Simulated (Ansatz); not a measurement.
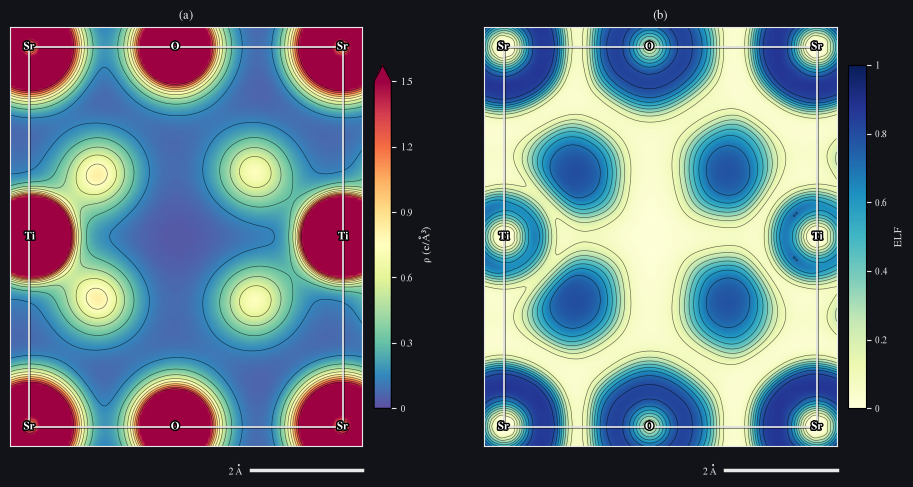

SrTiO$_{3}$. (a) valence pseudo-density; (b) electron localisation function on the (110) plane of the conventional cell.

Space group Amm2; computed without spin polarisation.

Computed with DFT HSE06, scalar-relativistic, plane waves, PAW in Ansatz 0.2.0.

In a PAW calculation such maps are meaningful between the atoms, not at the nuclei.

**Read the bonding off the picture.**

- The section cuts through Sr, Ti and O sites.
- Atoms just off the plane (O, 0.8 Å away) can leave unmarked features too.
- Sr–O (2.62 Å): ρ is about 0.19 e/Å³ halfway; the ELF is about 0.05 at the midpoint (a closed-shell, largely ionic contact).
- Sr–O (3.02 Å): ρ is about 0.09 e/Å³ halfway; the ELF is about 0.05 at the midpoint; an ionic contact with no shared pair.
- Between the atoms the lowest density in this plane is 0.03 e/Å³.
- The features right at Sr and Ti lie inside the PAW spheres, where the map follows smoothed inner orbitals and isn't to be read closely.

**Does the calculation make it a metal, or give it a gap?**

It is gapped, with a Kohn–Sham gap of 3.7 eV on the k-point mesh, an upper bound to the gap of this method.
